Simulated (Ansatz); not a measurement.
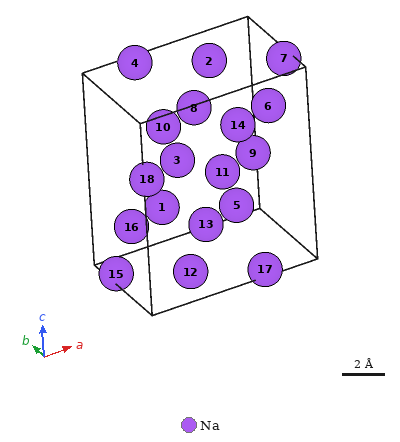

Fig. 1: The starting structure (spheres-only view of the cell of the calculation, seen slightly off an axis; atoms are numbered from 1 in the order of the input).

**Molecular dynamics of Na (part 1 of 3)**

The run: molecular dynamics of Na (P6₃/mmc, 18 atoms in the cell). Method and program: DFT PBEsol, scalar-relativistic, plane waves, PAW, no spin polarisation (Ansatz 0.2.0).

The structure derives from an entry of the Crystallography Open Database. It belongs to a series of runs on one base structure; here: dynamics (nve) at 2600 K, volume × 1.1. Figures and captions count atoms from 1; the log counts them from 0 in places.

**Log**
```
Warning: md: disabling space-group detection — thermal motion breaks the input geometry's symmetry, so no spatial operation reduces the k-mesh or symmetrises the density; time reversal is kept, so that k and −k are solved as one point where they differ and the mesh holds both, and exact exchange and, on two spinor components, a DFT+U term hold to it where the run has them: on two components no moment then forms, and a state that bears one, which a typed moment (crystal.atoms[].spin; refused beside efield: under a hybrid functional) reaches, can lie lower, under hf by electronvolts; crystal.symmetry.detect: false (a key that needs symmetry detection or time reversal refuses this as the deck is read) with time_reversal: false beside it drops time reversal too
Warning: output.stress: scf.convergence.dr2_threshold = 1e-7 eV (the SCF's general default) is looser than the 1.8e-9 eV advised for a printed stress (1e-10 eV for each atom of the cell: 18). What an SCF threshold leaves in a stress goes as its square root, and in the free energy as the threshold itself, and one threshold admits the most on a small cell: of the crystals measured, under no hybrid functional and no lock of the moments, on runs that ended without the residual-converged pass, on stresses that held no estimate of that error, the worst erred by over 100 MPa in a component at 1e-7 eV an atom and by under 5 at 1e-10. Set scf.convergence.dr2_threshold to 1.8e-9 eV or tighter. The threshold is an SCF's pass mark: one that does not reach it within its budget of iterations ends unconverged, or closes short of it on a stop that the run arms, and scf.convergence.dr2_threshold's page says what that costs each kind of run
band count auto-derived: 108 (N_el = 162.0; filled up to band 81; 99 by the electrons, moments and atoms)
Engine: ansatz 0.2.0, aarch64-unknown-linux-gnu
Pseudopotentials: kind: paw
Pseudopotential: Na, paw, valence charge 9, recommended cutoff 420 eV (normal), Na.paw.azcp
Functional definition: PBEsol
  exchange = pbesol_x
  correlation = pbesol_c
Crystal: 18 atoms, lattice volume = 748.712 Å³
Basis set: ecut = 420 eV, 14697 PW (Γ), exchange–correlation on 128×128×128 points (8 copies of the dense FFT grid, shifted against one another)
Bands: 108, of which v1, the nominal top of the filled ones, is band 81 counted from 1 (80 counted from 0)
Symmetry: 1 space group operations
k-points: 4 of 8 (time reversal used)
Non-local potential: Na, projectors of the file, l = 0: 3, l = 1: 2, l = 2: 1
PAW form: soft (Blöchl's): semilocal exchange-correlation on the pseudo side does not see the compensation charge
PAW frozen core: Na, regenerated for the run's functional, and the local potential with it (the file was generated under x = pbe(κ = 0.804, μ = 0.2195149727645171), c = pbe(β = 0.06672455060314922))
PAW one-centre angular grid: Na, 110 points (default); XC on 64 Gauss nodes
Initial density: superposition of atomic densities (neutral atoms: chi_scale 0, normalization atom), corrected by the library's trained network
Initial wavefunctions: pseudopotential atomic-orbital guess
Functional: x = pbesol(κ = 0.804, μ = 0.12345679012345678), c = pbesol(β = 0.046)
SCF iter   1: F=—  HF=-26565.861894 eV  |F-HF|=—  |Δ(HF+E_count)|=         —  Δρ=1.66e-3  dr2=9.46e-3  ethr=1.77e-3  ⟨swp⟩=12.2  Hψ=2245  notcnv=0
preconditioner: auto → Kerker (q_TF=auto, 2.114 Å⁻¹)  [metal: Δε(μ)=0.449 eV  Ē_g=3.660 eV  σ=0.224 eV  W_gap=0.45  n_scr=124 (ndim 8)  ℏωp=5.8 eV  f_vac=0.000  D(μ)=11.22/eV (n_scr^D=50)]
SCF iter   2: F=—  HF=-26565.855468 eV  |F-HF|=—  |Δ(HF+E_count)|=   6.43e-3  Δρ=4.27e-4  dr2=1.48e-3  ethr=5.84e-6  ⟨swp⟩=2.0  Hψ=788  notcnv=0
SCF iter   3: F=—  HF=-26565.855838 eV  |F-HF|=—  |Δ(HF+E_count)|=   3.70e-4  Δρ=1.75e-4  dr2=4.52e-4  ethr=9.11e-7  ⟨swp⟩=2.0  Hψ=599  notcnv=0
SCF iter   4: F=—  HF=-26565.855904 eV  |F-HF|=—  |Δ(HF+E_count)|=   6.59e-5  Δρ=4.45e-5  dr2=1.27e-5  ethr=2.79e-7  ⟨swp⟩=2.0  Hψ=758  notcnv=0
SCF iter   5: F=—  HF=-26565.856210 eV  |F-HF|=—  |Δ(HF+E_count)|=   3.06e-4  Δρ=6.33e-6  dr2=3.39e-7  ethr=7.84e-9  ⟨swp⟩=1.0  Hψ=432  notcnv=0
SCF iter   6: F=-26565.856210 eV  HF=-26565.856210 eV  |F-HF|=4.42e-9  |Δ(HF+E_count)|=   2.38e-8  Δρ=2.59e-6  dr2=7.75e-8  ethr=6.17e-11  ⟨swp⟩=4.0  Hψ=1164  notcnv=0
SCF 1 converged in 6 iterations: F = -26565.856210 eV  dr2 = 7.75e-8
  greatest PAW one-centre occupation: 0.999 electrons in one spin orbital (limit 2), on the Na atom at site 3 (counted from 0), in its partial waves of l = 0
md step     0: t =     0.00 fs  T =  2600.0 K  F+E_penalty+E_count = -26565.85620999 eV  E_kin = 5.713292 eV  conserved = -26560.14291804 eV  P_inst = 0.2035 GPa  (6 SCF iters)
Initial density: handed on by an earlier stage of this run
Initial wavefunctions: those handed on with the density
iter 1 solved again at ethr=6.37e-7 eV; its pass at ethr=3.10e-3 eV (dr2=1.03e-3 eV) is discarded
SCF iter   1: F=—  HF=-26565.853639 eV  |F-HF|=—  |Δ(HF+E_count)|=         —  Δρ=1.62e-4  dr2=9.13e-4  ethr=6.37e-7  ⟨swp⟩=2.5  Hψ=2279  notcnv=0
preconditioner: auto → Kerker (q_TF=auto, 2.114 Å⁻¹)  [metal: Δε(μ)=0.437 eV  Ē_g=3.660 eV  σ=0.224 eV  W_gap=0.44  n_scr=124 (ndim 8)  ℏωp=5.8 eV  f_vac=0.000  D(μ)=11.22/eV (n_scr^D=50)]
SCF iter   2: F=—  HF=-26565.853603 eV  |F-HF|=—  |Δ(HF+E_count)|=   3.59e-5  Δρ=1.09e-4  dr2=5.43e-4  ethr=5.64e-7  ⟨swp⟩=1.0  Hψ=432  notcnv=0
SCF iter   3: F=—  HF=-26565.853557 eV  |F-HF|=—  |Δ(HF+E_count)|=   4.67e-5  Δρ=3.20e-5  dr2=5.96e-5  ethr=3.35e-7  ⟨swp⟩=1.5  Hψ=435  notcnv=0
SCF iter   4: F=—  HF=-26565.853795 eV  |F-HF|=—  |Δ(HF+E_count)|=   2.38e-4  Δρ=8.97e-6  dr2=6.72e-7  ethr=3.68e-8  ⟨swp⟩=2.0  Hψ=471  notcnv=0
SCF iter   5: F=—  HF=-26565.853795 eV  |F-HF|=—  |Δ(HF+E_count)|=   7.46e-8  Δρ=3.05e-6  dr2=2.06e-7  ethr=6.17e-11  ⟨swp⟩=4.5  Hψ=1235  notcnv=0
SCF iter   6: F=-26565.853795 eV  HF=-26565.853795 eV  |F-HF|=1.26e-8  |Δ(HF+E_count)|=   2.97e-8  Δρ=1.32e-6  dr2=2.98e-8  ethr=6.17e-11  ⟨swp⟩=4.0  Hψ=1165  notcnv=0
SCF 2 converged in 6 iterations: F = -26565.853795 eV  dr2 = 2.98e-8
  greatest PAW one-centre occupation: 0.999 electrons in one spin orbital (limit 2), on the Na atom at site 12 (counted from 0), in its partial waves of l = 0
md step     1: t =     1.50 fs  T =  2598.9 K  F+E_penalty+E_count = -26565.85379474 eV  E_kin = 5.710882 eV  conserved = -26560.14291263 eV  P_inst = 0.2042 GPa  (6 SCF iters)
[... from here on the SCF iterations and repeated set-up lines of each step are left out, up to the last step ...]
SCF 3 converged in 6 iterations: F = -26565.846581 eV  dr2 = 2.99e-8
md step     2: t =     3.00 fs  T =  2595.6 K  F+E_penalty+E_count = -26565.84658086 eV  E_kin = 5.703674 eV  conserved = -26560.14290735 eV  P_inst = 0.2063 GPa  (6 SCF iters)
SCF 4 converged in 6 iterations: F = -26565.834625 eV  dr2 = 6.16e-8
md step     3: t =     4.50 fs  T =  2590.2 K  F+E_penalty+E_count = -26565.83462532 eV  E_kin = 5.691723 eV  conserved = -26560.14290247 eV  P_inst = 0.2097 GPa  (6 SCF iters)
SCF 5 converged in 6 iterations: F = -26565.817982 eV  dr2 = 5.13e-8
md step     4: t =     6.00 fs  T =  2582.6 K  F+E_penalty+E_count = -26565.81798222 eV  E_kin = 5.675084 eV  conserved = -26560.14289840 eV  P_inst = 0.2145 GPa  (6 SCF iters)
SCF 6 converged in 2 iterations: F = -26565.796703 eV  dr2 = 7.79e-8
md step     5: t =     7.50 fs  T =  2572.9 K  F+E_penalty+E_count = -26565.79670339 eV  E_kin = 5.653809 eV  conserved = -26560.14289452 eV  P_inst = 0.2206 GPa  (2 SCF iters)
SCF 7 converged in 3 iterations: F = -26565.770839 eV  dr2 = 7.61e-8
md step     6: t =     9.00 fs  T =  2561.2 K  F+E_penalty+E_count = -26565.77083924 eV  E_kin = 5.627948 eV  conserved = -26560.14289111 eV  P_inst = 0.2280 GPa  (3 SCF iters)
SCF 8 converged in 3 iterations: F = -26565.740440 eV  dr2 = 1.09e-8
md step     7: t =    10.50 fs  T =  2547.3 K  F+E_penalty+E_count = -26565.74043962 eV  E_kin = 5.597551 eV  conserved = -26560.14288877 eV  P_inst = 0.2366 GPa  (3 SCF iters)
SCF 9 converged in 2 iterations: F = -26565.705555 eV  dr2 = 5.51e-8
md step     8: t =    12.00 fs  T =  2531.5 K  F+E_penalty+E_count = -26565.70555491 eV  E_kin = 5.562670 eV  conserved = -26560.14288470 eV  P_inst = 0.2464 GPa  (2 SCF iters)
SCF 10 converged in 3 iterations: F = -26565.666237 eV  dr2 = 3.46e-9
md step     9: t =    13.50 fs  T =  2513.6 K  F+E_penalty+E_count = -26565.66623738 eV  E_kin = 5.523357 eV  conserved = -26560.14288002 eV  P_inst = 0.2573 GPa  (3 SCF iters)
SCF 11 converged in 6 iterations: F = -26565.622542 eV  dr2 = 2.17e-8
md step    10: t =    15.00 fs  T =  2493.7 K  F+E_penalty+E_count = -26565.62254220 eV  E_kin = 5.479665 eV  conserved = -26560.14287680 eV  P_inst = 0.2692 GPa  (6 SCF iters)
SCF 12 converged in 2 iterations: F = -26565.574529 eV  dr2 = 9.17e-8
md step    11: t =    16.50 fs  T =  2471.8 K  F+E_penalty+E_count = -26565.57452889 eV  E_kin = 5.431655 eV  conserved = -26560.14287345 eV  P_inst = 0.2822 GPa  (2 SCF iters)
SCF 13 converged in 3 iterations: F = -26565.522263 eV  dr2 = 1.50e-8
md step    12: t =    18.00 fs  T =  2448.0 K  F+E_penalty+E_count = -26565.52226287 eV  E_kin = 5.379393 eV  conserved = -26560.14287028 eV  P_inst = 0.2962 GPa  (3 SCF iters)
SCF 14 converged in 2 iterations: F = -26565.465817 eV  dr2 = 7.29e-8
md step    13: t =    19.50 fs  T =  2422.4 K  F+E_penalty+E_count = -26565.46581687 eV  E_kin = 5.322952 eV  conserved = -26560.14286523 eV  P_inst = 0.3110 GPa  (2 SCF iters)
SCF 15 converged in 3 iterations: F = -26565.405273 eV  dr2 = 4.56e-8
md step    14: t =    21.00 fs  T =  2394.8 K  F+E_penalty+E_count = -26565.40527265 eV  E_kin = 5.262414 eV  conserved = -26560.14285891 eV  P_inst = 0.3267 GPa  (3 SCF iters)
SCF 16 converged in 2 iterations: F = -26565.340722 eV  dr2 = 7.66e-8
md step    15: t =    22.50 fs  T =  2365.4 K  F+E_penalty+E_count = -26565.34072227 eV  E_kin = 5.197868 eV  conserved = -26560.14285465 eV  P_inst = 0.3432 GPa  (2 SCF iters)
SCF 17 converged in 3 iterations: F = -26565.272270 eV  dr2 = 2.75e-8
md step    16: t =    24.00 fs  T =  2334.3 K  F+E_penalty+E_count = -26565.27226999 eV  E_kin = 5.129420 eV  conserved = -26560.14284975 eV  P_inst = 0.3603 GPa  (3 SCF iters)
SCF 18 converged in 2 iterations: F = -26565.200034 eV  dr2 = 2.23e-8
md step    17: t =    25.50 fs  T =  2301.4 K  F+E_penalty+E_count = -26565.20003397 eV  E_kin = 5.057192 eV  conserved = -26560.14284184 eV  P_inst = 0.3781 GPa  (2 SCF iters)
SCF 19 converged in 3 iterations: F = -26565.124148 eV  dr2 = 1.00e-8
md step    18: t =    27.00 fs  T =  2266.9 K  F+E_penalty+E_count = -26565.12414850 eV  E_kin = 4.981316 eV  conserved = -26560.14283264 eV  P_inst = 0.3964 GPa  (3 SCF iters)
iter 1 solved again at ethr=9.76e-7 eV; its pass at ethr=3.10e-3 eV (dr2=1.58e-3 eV) is discarded
SCF iter   1: F=—  HF=-26565.044624 eV  |F-HF|=—  |Δ(HF+E_count)|=         —  Δρ=1.59e-4  dr2=7.80e-4  ethr=9.76e-7  ⟨swp⟩=2.0  Hψ=2121  notcnv=0
preconditioner: auto → Kerker (q_TF=auto, 2.114 Å⁻¹)  [metal: Δε(μ)=0.041 eV  Ē_g=3.644 eV  σ=0.224 eV  W_gap=0.05  n_scr=124 (ndim 8)  ℏωp=5.8 eV  f_vac=0.000  D(μ)=11.02/eV (n_scr^D=50)]
SCF iter   2: F=—  HF=-26565.044595 eV  |F-HF|=—  |Δ(HF+E_count)|=   2.89e-5  Δρ=1.02e-4  dr2=4.48e-4  ethr=4.81e-7  ⟨swp⟩=1.0  Hψ=432  notcnv=0
SCF iter   3: F=—  HF=-26565.044551 eV  |F-HF|=—  |Δ(HF+E_count)|=   4.33e-5  Δρ=4.15e-5  dr2=4.00e-5  ethr=2.77e-7  ⟨swp⟩=2.0  Hψ=440  notcnv=0
SCF iter   4: F=—  HF=-26565.044765 eV  |F-HF|=—  |Δ(HF+E_count)|=   2.14e-4  Δρ=1.84e-5  dr2=3.10e-6  ethr=2.47e-8  ⟨swp⟩=2.0  Hψ=735  notcnv=0
SCF iter   5: F=—  HF=-26565.044766 eV  |F-HF|=—  |Δ(HF+E_count)|=   7.43e-7  Δρ=4.82e-6  dr2=5.73e-7  ethr=1.91e-9  ⟨swp⟩=2.0  Hψ=503  notcnv=0
SCF iter   6: F=-26565.044766 eV  HF=-26565.044766 eV  |F-HF|=3.20e-8  |Δ(HF+E_count)|=   4.87e-8  Δρ=1.77e-6  dr2=7.62e-8  ethr=6.17e-11  ⟨swp⟩=2.8  Hψ=1259  notcnv=0
SCF 20 converged in 6 iterations: F = -26565.044766 eV  dr2 = 7.62e-8
md step    19: t =    28.50 fs  T =  2230.8 K  F+E_penalty+E_count = -26565.04476584 eV  E_kin = 4.901942 eV  conserved = -26560.14282363 eV  P_inst = 0.4152 GPa  (6 SCF iters)
```

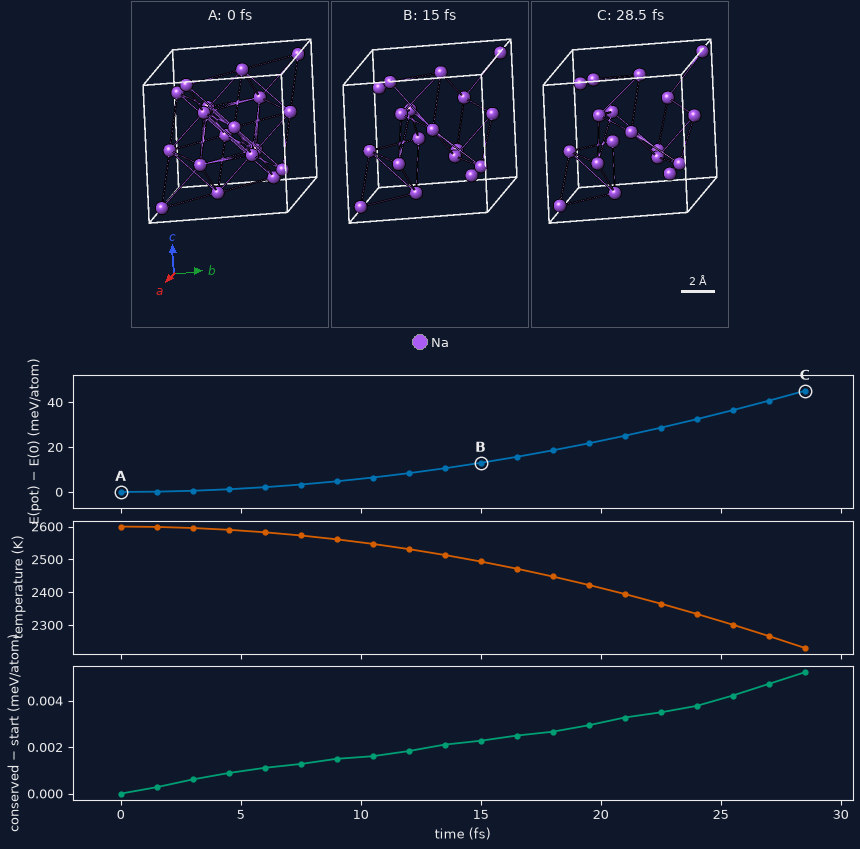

Fig. 2: Frames of the molecular dynamics (ball-and-stick, simulation cell, seen slightly off an axis) above the curves, on which the letters mark them. The trajectory kept here has 20 frames over 28.5 fs. The temperature starts at 2600 K, ranges from 2231 to 2600 K and averages 2373 K over the second half. The potential energy ends 45.1 meV/atom above its first value. The conserved quantity stays within 0.0052 meV/atom. With the common drift removed, the root-mean-square displacement is 0.45 Å, and Na16 has moved furthest (0.88 Å).

```
SCF converged after 6 iterations
Free energy (F): -26565.044766 eV
Harris-Foulkes:  -26565.044766 eV  (|F-HF|=3.20e-8)
Internal energy: -26563.269001 eV  (E = F + TS)
E sigma→0 (E₀):  -26564.156883 eV
Entropy (-TS):   -1.775765 eV (-98.654 meV/atom)
Fermi energy:    1.279560 eV
--- Per-component energies (eV) ---
  E_band       = -4411.554694
  E_kinetic    = 2161.043763
  E_local      = -26841.938299  (includes V_loc(G=0)·N_el)
  E_nonlocal   = 2084.807032
  E_hartree    = 9880.161602
  E_xc         = -674.776443
  E_vxc        = -872.075897  (∫ρ·V_xc dr)
  E_paw        = -4562.285297  (= ΣΔE_a)
  E_vpaw       = -703.714344  (= ΣTr[D̂ρ^β])
  E_aug_tail   = -0.000464  (compensation charges beyond the density's cutoff)
  E_ewald      = -8611.265382
  E_core_change = 0.984488  (= ΣΔE_core)
  E_smearing   = -1.775765  (= −TS)
  E_closure    = 0.000000  (closes the sum)
  Σ components = -26565.044766   (vs F -26565.044766, Δ=0.00e0)
--- Forces (eV/Å), atoms counted from 1 ---
  atom   1  Na    -0.04314540     0.09003441    -0.05352111
  atom   2  Na    -0.08608114    -0.15118253     0.02982272
  atom   3  Na     0.14111900    -0.12722988    -0.05890484
  atom   4  Na     0.06575968     0.09521708     0.23120826
  atom   5  Na    -0.21230065     0.07449536    -0.00071025
  atom   6  Na     0.08098583    -0.02406087     0.04606703
  atom   7  Na     0.13585980     0.23360047    -0.37423040
  atom   8  Na     0.27100717    -0.01961010    -0.04652751
  atom   9  Na    -0.02639502     0.00525343    -0.16964961
  atom  10  Na     0.11085863     0.02863175    -0.06970484
  atom  11  Na     0.24663589     0.00623478    -0.08301042
  atom  12  Na    -0.10633259    -0.03363018    -0.04514562
  atom  13  Na     0.07152166     0.05049407    -0.03355376
  atom  14  Na    -0.13320973    -0.11211044     0.18977633
  atom  15  Na    -0.19246763     0.02153408     0.30211459
  atom  16  Na    -0.14958447    -0.34442093     0.22614958
  atom  17  Na    -0.11382744     0.04301589     0.00493762
  atom  18  Na    -0.06039516     0.16374247    -0.09511029
  max |Σ_I F_I| component: 8.88e-6 eV/Å
--- Stress (GPa, compression-positive) ---
       -0.183286       0.163928      -0.042660
        0.163928      -0.238254       0.059752
       -0.042660       0.059752      -0.554206
  P = ⅓ Tr σ = -0.3252 GPa (-3.252 kbar)
--- MD trajectory: 19 steps, t = 0.0 → 28.5 fs ---
  final state: T = 2230.8 K   F+E_penalty+E_count = -26565.04476584 eV   E_kin = 4.901942 eV
  conserved energy: peak-to-peak 9.441e-5 eV (5.245e-6 eV/atom) over 28.5 fs
```

**File md.tsv**
```
# step	time_fs	lagrangian_ev	e_kin_ev	conserved_ev	temperature_k	n_scf	instantaneous_pressure_gpa	pulay_correction_pressure_gpa	volume_ang3	basis_selection	selection_volumetric_strain	selection_max_deviatoric_strain	pulay_correction_read	pulay_correction_kernel_widenings	a_ang	b_ang	c_ang	alpha_deg	beta_deg	gamma_deg	quantum_kinetic_energy_ev	gyration_radius_ang	target_temperature_k	e_deformation_potential
0	0.000000	-2.6565856210e4	5.7132919528e0	-2.6560142918e4	2600.0000	6	2.0345900415e-1	7.2406981702e-4	nan	nan	nan	nan	nan	nan	nan	nan	nan	nan	nan	nan	nan	nan	nan	0.0000000000e0
1	1.500000	-2.6565853795e4	5.7108821047e0	-2.6560142913e4	2598.9033	6	2.0415644191e-1	7.2536890316e-4	nan	nan	nan	nan	nan	nan	nan	nan	nan	nan	nan	nan	nan	nan	nan	0.0000000000e0
2	3.000000	-2.6565846581e4	5.7036735091e0	-2.6560142907e4	2595.6228	6	2.0625411169e-1	7.2914295990e-4	nan	nan	nan	nan	nan	nan	nan	nan	nan	nan	nan	nan	nan	nan	nan	0.0000000000e0
3	4.500000	-2.6565834625e4	5.6917228476e0	-2.6560142902e4	2590.1844	6	2.0972068478e-1	7.3490333805e-4	nan	nan	nan	nan	nan	nan	nan	nan	nan	nan	nan	nan	nan	nan	nan	0.0000000000e0
4	6.000000	-2.6565817982e4	5.6750838193e0	-2.6560142898e4	2582.6123	6	2.1452326518e-1	7.4206218603e-4	nan	nan	nan	nan	nan	nan	nan	nan	nan	nan	nan	nan	nan	nan	nan	0.0000000000e0
5	7.500000	-2.6565796703e4	5.6538088712e0	-2.6560142895e4	2572.9305	2	2.2062650649e-1	7.5009082546e-4	nan	nan	nan	nan	nan	nan	nan	nan	nan	nan	nan	nan	nan	nan	nan	0.0000000000e0
6	9.000000	-2.6565770839e4	5.6279481245e0	-2.6560142891e4	2561.1618	3	2.2800266102e-1	7.5841342689e-4	nan	nan	nan	nan	nan	nan	nan	nan	nan	nan	nan	nan	nan	nan	nan	0.0000000000e0
7	10.500000	-2.6565740440e4	5.5975508479e0	-2.6560142889e4	2547.3286	3	2.3659601591e-1	7.6670519036e-4	nan	nan	nan	nan	nan	nan	nan	nan	nan	nan	nan	nan	nan	nan	nan	0.0000000000e0
8	12.000000	-2.6565705555e4	5.5626702095e0	-2.6560142885e4	2531.4552	2	2.4636209748e-1	7.7465073367e-4	nan	nan	nan	nan	nan	nan	nan	nan	nan	nan	nan	nan	nan	nan	nan	0.0000000000e0
```
